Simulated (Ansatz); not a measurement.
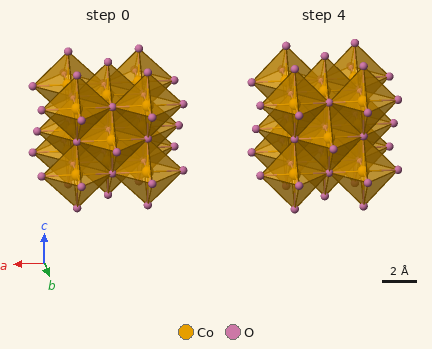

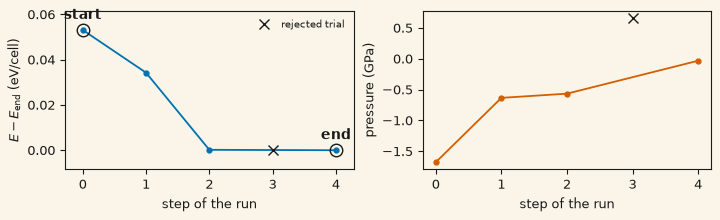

First and last geometry of a relaxation of a crystal of CoO (set up in I4/mmm), with the history of the run. The picture is a polyhedral view of the larger cell on standard axes (4 times the calculation's cell), seen from a free direction.

Case: relaxed functional: r2SCAN.

Method: DFT r2SCAN, scalar-relativistic, plane waves, PAW in Ansatz.

Input
```yaml
crystal:
  lattice:
    - [-1.5080001529, 1.5080001529, 2.1072499549]
    - [1.5080001529, -1.5080001529, 2.1072499549]
    - [1.5080001529, 1.5080001529, -2.1072499549]
  atoms:
    - { symbol: Co, position: [0.0, 0.0, 0.0], spin: 2.74 }
    - { symbol: O, position: [0.5, 0.5, 0.0], spin: 0.38 }
basis:
  ecutwfc: 500
kpoints:
  mp_grid: { grid: [20, 20, 20] }
hamiltonian:
  xc: r2scan
scf:
  occupations: { method: gaussian, width: 0.1 }
output:
  forces: true
  stress: true
  eigenvalues: true
  populations: true
magnetization:
  spin_polarized: true
relax:
  adjacent_minimum: "off"
  f_tol: 0.01
  max_steps: 60
  cell: { stress_tol: 0.05 }
```

Run as
```bash
ansatz run input.yaml --threads 1 --pin off --max-ram 2560MiB --backend cpu --events-out ev --progress --plain --runs-dir out
```

**Read the history and describe the run.**

The run was cut off at its time limit before the relaxation converged, so the last structure is only a point on the way. After 3 accepted moves (4 points after the start) the energy has fallen by 53.1 meV per cell of the calculation. All forces vanish by symmetry, so only the cell relaxes. Pressure: −1.68 GPa at the start and −0.03 GPa at the end. The line search rejected the trial step at point 3 of the run. No atom moves by more than 0.005 Å relative to the cell. The volume changes by −0.2 %, with a = b 4.265 → 4.147 Å (−2.8 %), c 4.215 → 4.452 Å (+5.6 %). Some distances before and after: Co1–O2 2.107 → 2.226 Å, Co1–O2 (another image) 2.133 → 2.073 Å. The space group stays I4/mmm (No. 139). The run took 18 min on 1 thread of Intel(R) Xeon(R) Processor @ 2.50GHz (Skylake/Cascade Lake), on a shared host, peak memory 0.99 GiB.
